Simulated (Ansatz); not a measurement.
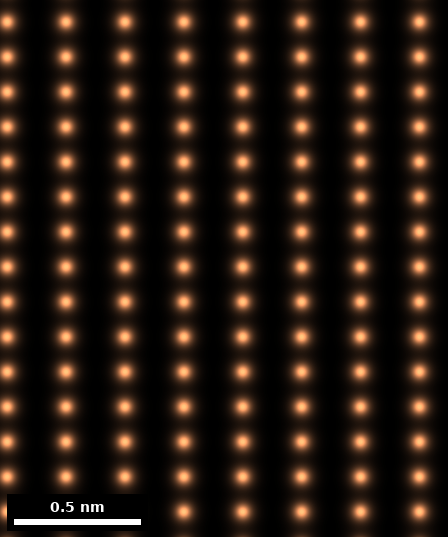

Map of the projected electrostatic potential of a crystal. Computed as the sum of neutral-atom potentials (tabulated electron scattering factors, B = 0.5 Å²) projected along the beam and smoothed by 0.25 Å; brighter is more positive.

Measure the repeat of the pattern.

Answer. The pattern repeats on a rectangular net of 1.4 × 2.3 Å.

Which plane group does this projection have?

Answer. p2mm: mirror lines in two perpendicular directions, with twofold points where they cross.

How many columns does the smallest repeating cell hold, and how many levels of brightness?

Answer. 1 column in the primitive cell of 3.2 Å², all of one brightness.

The crystal is Pd (P6_3/mmc, No. 194) seen along [210]. Model: coordinates from a relaxation with Ansatz 0.2.0, DFT PBE, scalar-relativistic, plane waves, PAW; the starting structure was generated, so it need not be a known form of this composition.
